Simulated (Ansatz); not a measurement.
System: Mn, space group Im-3m (No. 229) (one of a set of cubic test structures, which need not be the stable phase).

One of the inputs:
```
crystal:
  lattice:
    - [-1.382561085862, 1.382561085862, 1.382561085862]
    - [1.382561085862, -1.382561085862, 1.382561085862]
    - [1.382561085862, 1.382561085862, -1.382561085862]
  atoms:
    - { symbol: Mn, position: [0, 0, 0] }
kpoints:
  mp_grid: { grid: [17, 17, 17] }
hamiltonian:
  xc: r2scan
  pseudopotentials:
    kind: paw
    azcp:
      Mn: "pseudopotentials/pbe/paw/ansatz_paw_generated_hard_1/Mn.paw.azcp"
scf:
  occupations: { method: fermi_dirac, width: 0.1 }
  convergence: { dr2_threshold: "1e-9 eV" }
  max_iter: 300
output:
  forces: true
  stress: true
basis:
  xc_grid: 2
```

Run as:
```bash
ansatz run input.yaml --threads 1
```

Computed with Ansatz 0.2.0 development build: equation of state of a cubic crystal from periodic Kohn-Sham density functional theory without spin, third-order Birch-Murnaghan fit to the free energies; pressure corrected for the finite basis. Level: r2SCAN.

- structure type: bcc
- atoms in cell: 1
- space group number: 229
- lattice centring: body-centred primitive
- k mesh: 17×17×17
- occupation method: Fermi–Dirac
- occupation width: 0.1 eV
- wave cutoff: 700 eV
- datasets: hard PAW
- density tolerance: 1e−09 eV
- bands: 12
- density cutoff ratio: 4
- search for lower states: default
- xc grid level: 2

What does the calculation give for the energy above the lowest point and pressure against volume? The volume takes the values 9.92, 10.25, 10.57, 10.89, 11.22 Å³/atom.

A third-order Birch–Murnaghan fit gives V0 = 10.52 Å³/atom, B0 = 303 GPa and B′ = 4.4. The energy above the lowest point is 35.1 meV/atom at volume 9.92 Å³/atom and 38.8 meV/atom at 11.22 Å³/atom; the lowest computed point is at volume 10.57 Å³/atom (0.0 meV/atom). The pressure falls from 20.1 GPa at volume 9.92 Å³/atom to −16.9 GPa at 11.22 Å³/atom, and changes sign near 10.52 Å³/atom.

```
volume (Å³/atom)  energy above the lowest point (meV/atom)  pressure (GPa)
            9.92                                      35.1            20.1
           10.25                                       6.7             8.4
           10.57                                       0.0            -1.5
           10.89                                      11.6            -9.8
           11.22                                      38.8           -16.9
```

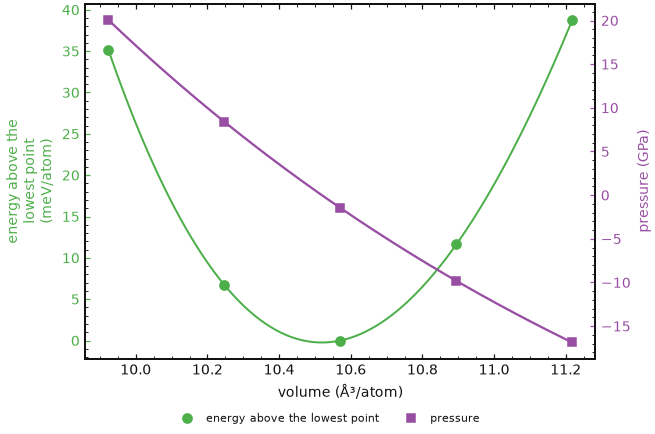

Keep in mind: cubic model structure, not the ambient form; modest k-mesh, values are not fully converged in k; no spin polarisation, a magnetic state may lie lower; pseudopotentials made with PBE, not this functional.
